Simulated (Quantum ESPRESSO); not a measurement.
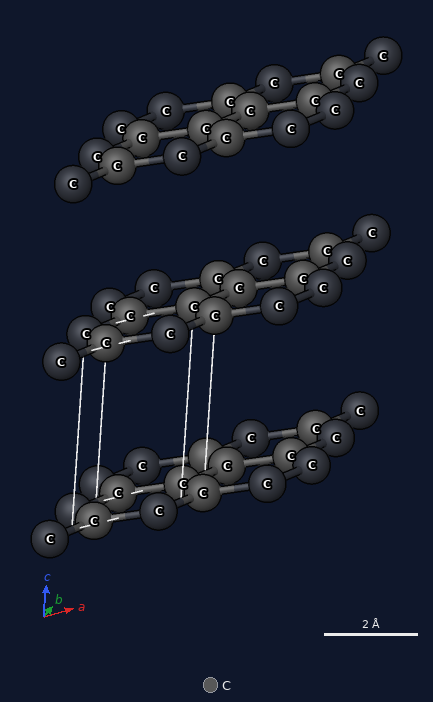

**Figure 1.** The structure as given in the input (ball-and-stick view of the reduced cell, repeated 2 × 2 × 2, seen slightly off an axis; neighbours outside the cell are drawn fainter). An atom can appear more than once, as a periodic image.

# Single-point calculation, with input and output: C

The run: single-point calculation of C (C2/m, 2 atoms in the cell). Method and program: Kohn-Sham DFT of a periodic cell, r2SCAN, SG15 PBE 1.2, no spin polarisation (Quantum ESPRESSO 7.5).

The structure derives from a Materials Project entry. The volume is scaled by 1.06.

Log:
```
This program is part of the open-source Quantum ESPRESSO suite
     for quantum simulation of materials; please cite
         "P. Giannozzi et al., J. Phys.:Condens. Matter 21 395502 (2009);
         "P. Giannozzi et al., J. Phys.:Condens. Matter 29 465901 (2017);
         "P. Giannozzi et al., J. Chem. Phys. 152 154105 (2020);
          URL
     in publications or presentations arising from this work. More details at

     IMPORTANT: XC functional enforced from input :
     Exchange-correlation= R2SCAN
                           (   0   0   0   0   0 497 498)
     Any further DFT definition will be discarded
     Please, verify this is what you really want

     K-points division:     npool     =       2
     Subspace diagonalization in iterative solution of the eigenvalue problem:
     a serial algorithm will be used

     G-vector sticks info
     --------------------
     sticks:   dense  smooth     PW     G-vecs:    dense   smooth      PW
     Sum         547     547    169                14593    14593    2639

     Using Slab Decomposition

     bravais-lattice index     =            0
     lattice parameter (alat)  =       4.7331  a.u.
     unit-cell volume          =     130.9431 (a.u.)^3
     number of atoms/cell      =            2
     number of atomic types    =            1
     number of electrons       =         8.00
     number of Kohn-Sham states=            9
     kinetic-energy cutoff     =      88.0000  Ry
     charge density cutoff     =     352.0000  Ry
     scf convergence threshold =      1.0E-08
     mixing beta               =       0.5000
     number of iterations used =            8  plain     mixing
     Exchange-correlation= R2SCAN
                           (   0   0   0   0   0 497 498)

     celldm(1)=   4.733070  celldm(2)=   0.000000  celldm(3)=   0.000000
     celldm(4)=   0.000000  celldm(5)=   0.000000  celldm(6)=   0.000000

     crystal axes: (cart. coord. in units of alat)
               a(1) = (   0.866012  -0.500022   0.000000 )
               a(2) = (   0.866012   0.500022   0.000000 )
               a(3) = (  -0.561407   0.000000   1.425970 )

     reciprocal axes: (cart. coord. in units 2 pi/alat)
               b(1) = (  0.577359 -0.999955  0.227307 )
               b(2) = (  0.577359  0.999955  0.227307 )
               b(3) = ( -0.000000  0.000000  0.701277 )

     PseudoPot. # 1 for C  read from file:
     C_ONCV_PBE-1.2.upf
     Pseudo is Norm-conserving, Zval =  4.0
     Generated using ONCVPSP code by D. R. Hamann
     Using radial grid of  602 points,  4 beta functions with:
                l(1) =   0
                l(2) =   0
                l(3) =   1
                l(4) =   1

     atomic species   valence    mass     pseudopotential
     C                 4.00    12.01100     C ( 1.00)

     No symmetry found

   Cartesian axes

     site n.     atom                  positions (alat units)
         1        C      tau(   1) = (  -0.2727219   0.0000000   1.4258371  )
         2        C      tau(   2) = (   1.4433403   0.0000000   0.0001327  )

     number of k points=   244  Fermi-Dirac smearing, width (Ry)=  0.0037

     Number of k-points >= 100: set verbosity='high' to print them.

     Dense  grid:    14593 G-vectors     FFT dimensions: (  32,  32,  48)

     WARNING: libxc functional with ID  497 depends
      on external parameters: check the user_guide of
      QE if you need to modify them or to check their
      default values.

     WARNING: libxc functional with ID  498 depends
      on external parameters: check the user_guide of
      QE if you need to modify them or to check their
      default values.

     Initial potential from superposition of free atoms

     starting charge       7.9861, renormalised to       8.0000
     Starting wfcs are random

     Self-consistent Calculation

     iteration #  1     ecut=    88.00 Ry     beta= 0.50
     Davidson diagonalization with overlap
     ethr =  1.00E-02,  avg # of iterations =  9.2

     total energy              =     -22.74497009 Ry
     estimated scf accuracy    <       2.12579266 Ry

     iteration #  2     ecut=    88.00 Ry     beta= 0.50
     Davidson diagonalization with overlap
     ethr =  1.00E-02,  avg # of iterations =  1.0

     total energy              =     -22.75940032 Ry
     estimated scf accuracy    <       0.55329391 Ry

     iteration #  3     ecut=    88.00 Ry     beta= 0.50
     Davidson diagonalization with overlap
     ethr =  6.92E-03,  avg # of iterations =  1.0

     total energy              =     -22.76272247 Ry
     estimated scf accuracy    <       0.00456660 Ry

     iteration #  4     ecut=    88.00 Ry     beta= 0.50
     Davidson diagonalization with overlap
     c_bands:  1 eigenvalues not converged
     ethr =  5.71E-05,  avg # of iterations =  3.6

     total energy              =     -22.76334981 Ry
     estimated scf accuracy    <       0.00182330 Ry

     iteration #  5     ecut=    88.00 Ry     beta= 0.50
     Davidson diagonalization with overlap
     ethr =  2.28E-05,  avg # of iterations =  1.5

     total energy              =     -22.76336892 Ry
     estimated scf accuracy    <       0.00002168 Ry

     iteration #  6     ecut=    88.00 Ry     beta= 0.50
     Davidson diagonalization with overlap
     ethr =  2.71E-07,  avg # of iterations =  3.2

     total energy              =     -22.76337155 Ry
     estimated scf accuracy    <       0.00000173 Ry

     iteration #  7     ecut=    88.00 Ry     beta= 0.50
     Davidson diagonalization with overlap
     ethr =  2.17E-08,  avg # of iterations =  1.6

     total energy              =     -22.76337169 Ry
     estimated scf accuracy    <       0.00000008 Ry

     iteration #  8     ecut=    88.00 Ry     beta= 0.50
     Davidson diagonalization with overlap
     ethr =  9.82E-10,  avg # of iterations =  2.0

     End of self-consistent calculation

     Number of k-points >= 100: set verbosity='high' to print the bands.

     the Fermi energy is     5.9489 ev

!    total energy              =     -22.76337170 Ry
     estimated scf accuracy    <          2.8E-09 Ry
     smearing contrib. (-TS)   =      -0.00001491 Ry
     internal energy E=F+TS    =     -22.76335679 Ry

     The total energy is F=E-TS. E is the sum of the following terms:
     one-electron contribution =      -7.75713744 Ry
     hartree contribution      =       7.49344631 Ry
     xc contribution           =      -6.90088543 Ry
     ewald contribution        =     -15.59878023 Ry

     convergence has been achieved in   8 iterations

     Computing stress (Cartesian axis) and pressure

          total   stress  (Ry/bohr**3)                   (kbar)     P=     -150.58
  -0.00150856   0.00000001  -0.00000264         -221.92        0.00       -0.39
   0.00000001  -0.00151815   0.00000001            0.00     -223.33        0.00
  -0.00000264   0.00000001  -0.00004425           -0.39        0.00       -6.51

=------------------------------------------------------------------------------=
   JOB DONE.
=------------------------------------------------------------------------------=
```

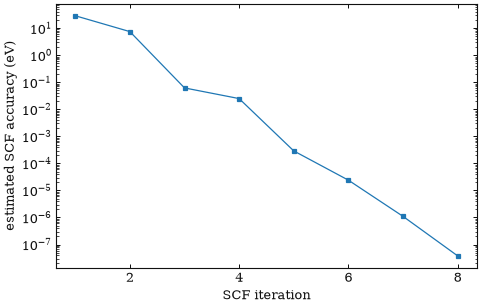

**Figure 2.** Convergence of the self-consistent field: estimated SCF accuracy against the iteration. The field takes 8 iterations in all.

The run was set up as follows.

Input:
```
&CONTROL
  calculation = 'scf'
  prefix = 'pwscf'
  outdir = './tmp'
  pseudo_dir = './pseudo'
  tstress = .true.
  disk_io = 'nowf'
/
&SYSTEM
  ibrav = 0
  nat = 2
  ntyp = 1
  ecutwfc = 88
  nbnd = 9
  input_dft = 'r2scan'
  occupations = 'smearing'
  smearing = 'fd'
  degauss = 0.00367493
  nosym = .true.
  nr1 = 32
  nr2 = 32
  nr3 = 48
/
&ELECTRONS
  conv_thr = 1d-08
  electron_maxstep = 120
  mixing_beta = 0.5
/
ATOMIC_SPECIES
C     12.0110 C_ONCV_PBE-1.2.upf
CELL_PARAMETERS angstrom
   2.1690430626   -1.2523725254    0.0000000000
   2.1690430626    1.2523725254    0.0000000000
  -1.4061170787    0.0000000000    3.5715304629
ATOMIC_POSITIONS crystal
C      0.1666444700    0.1666444700    0.9999069600
C      0.8333555300    0.8333555300    0.0000930400
K_POINTS automatic
9 9 6 0 0 0
```

Run as:
```bash
OMP_NUM_THREADS=1 mpirun -n 2 pw.x -nk 2 -in pw.in > pw.out
```

Results in brief:

| quantity | value |
| --- | --- |
| outcome | converged |
| space group (tolerance 0.01 Å) | C2/m (12) |
| electrons treated | 8 |
| free energy | −309.7114 eV |
| Fermi energy | 5.949 eV |
| gap on the k-point mesh | 0.45 eV |
| pressure | −15.06 GPa |
| hardware | 2 threads of Intel Xeon (Granite Rapids), 192 GiB of memory available, shared host |
| wall time | 46 s (CPU time 91 s) |
| peak memory | 0.2 GiB |

Remarks:

Further notes kept with the run: potentials made for another functional. Points of doubt noted for this run: potentials made for another functional.
